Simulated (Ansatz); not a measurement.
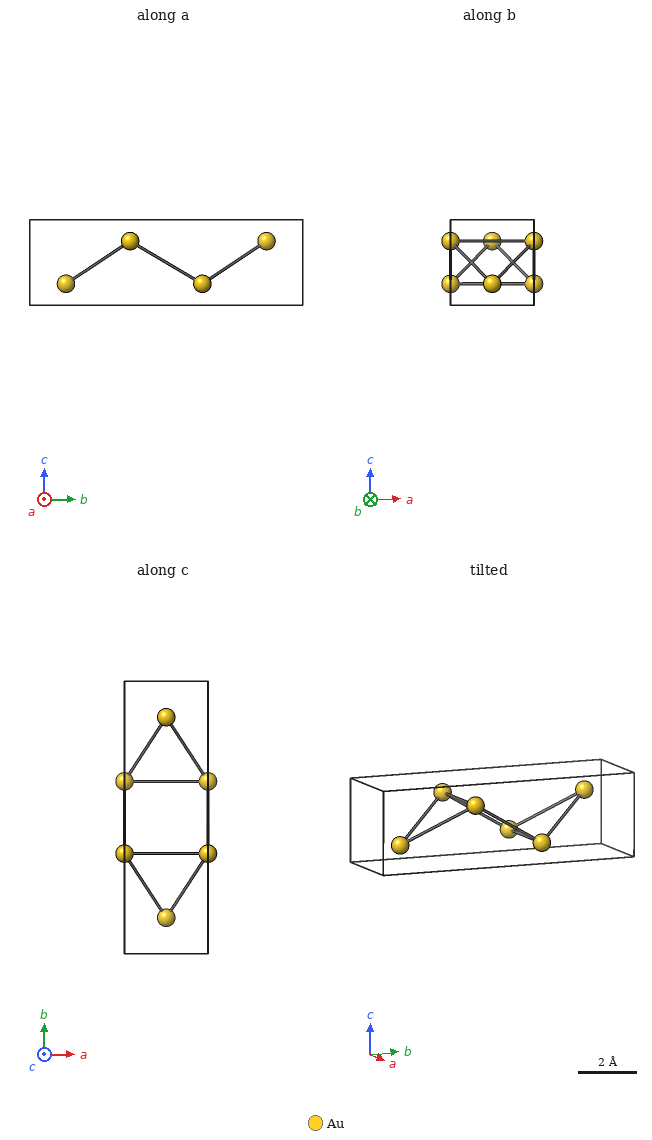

The figure gives a ball-and-stick picture of the atoms, viewed along the a axis, along the b axis, along the c axis and slightly off an axis. The lines enclose the drawn cell (a repeat of the simulation cell); boundary atoms appear with their images.

Lattice parameters: a = 2.895 Å, b = 9.457 Å, c = 2.960 Å, α = 90.00°, β = 89.96°, γ = 90.00°. Put a along x and b in the xy plane.

Convert the drawing into a POSCAR file, with free fractional coordinates to two decimals.

```
Au
1.0
     2.895    0.000    0.000
     0.000    9.457    0.000
     0.002    0.000    2.960
Au
4
Direct
  0.00 0.37 0.75
  0.00 0.63 0.25
  0.50 0.13 0.25
  0.50 0.87 0.75
```

Provenance: a structure type filled with this element by a generator (whether the element takes this form wasn't checked). Earlier steps of the study may have refined or changed the cell and positions. A calculation with Ansatz used it as input.

At this level of theory the cell isn't at rest (stretched, at -8 GPa), so its distances can differ from those at equilibrium, the more so the softer the solid.
